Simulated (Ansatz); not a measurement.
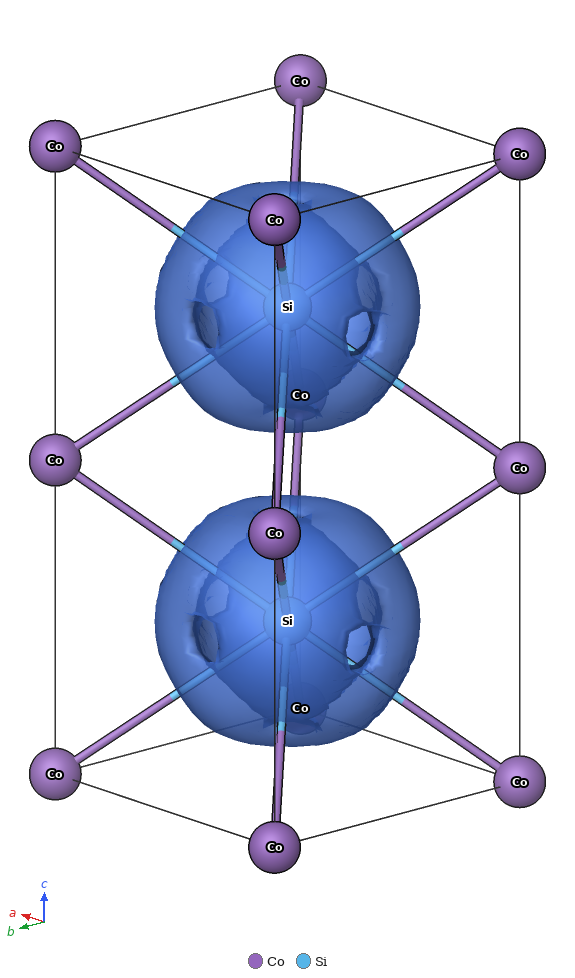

Figure. CoSi. Isosurface of the ELF at 0.55 (blue), seen at an oblique angle. Only the valence region is drawn (cores and ρ < 0.01 e/Å³ removed). Sticks mark near contacts.

Space group Pm-3m; a structure from a database of computed crystals, not necessarily the ambient phase; with non-collinear spins.

All numbers below come from Ansatz 0.2.0, DFT, PBE, PAW with Ansatz's default frozen-core files, scalar-relativistic.

In a PAW calculation such maps are meaningful between the atoms, not at the nuclei.

Input file:

```
crystal:
  lattice:
    - [2.781334, 0.0, 0.0]
    - [0.0, 2.781334, 0.0]
    - [0.0, 0.0, 5.562668]
  atoms:
    - { symbol: Co, position: [0.0, 0.0, 0.0], spin: 0.6, spin_axis: [0.0, 0.0, 1.0] }
    - { symbol: Co, position: [0.0, 0.0, 0.5], spin: 0.6, spin_axis: [0.0, 0.0, -1.0] }
    - { symbol: Si, position: [0.5, 0.5, 0.25] }
    - { symbol: Si, position: [0.5, 0.5, 0.75] }
magnetization:
  noncollinear: true
kpoints:
  mp_grid: { grid: [13, 13, 7] }
scf:
  occupations: { method: fermi_dirac, width: 0.03 }
  lower_state_search: "off"
hamiltonian:
  xc: pbe
  pseudopotentials: { kind: paw }
output:
  eigenvalues: false
  write_density: true
  write_potential: true
  elf: true
  volumetric_format: npy
```

Launched as:

```sh
ansatz run input.yaml --threads 2 --pin off --max-ram 6144MiB --backend cpu --events-out ev --progress --plain --runs-dir out
```

Describe the localisation domains.

At this value the surface marks out two regions wrapped around Si (the valence shell of each), counted in one cell of 4 atoms. Any copies at cell faces, edges or corners count once. Along the contacts the grid gives the following. Co–Si (2.41 Å): the ELF peaks at about 0.65 in the valence shell of Si, 0.9 Å from its nucleus, and is about 0.45 at the midpoint.

Does the calculation make it a metal, or give it a gap?

It is gapless in this calculation (a metal or semimetal).
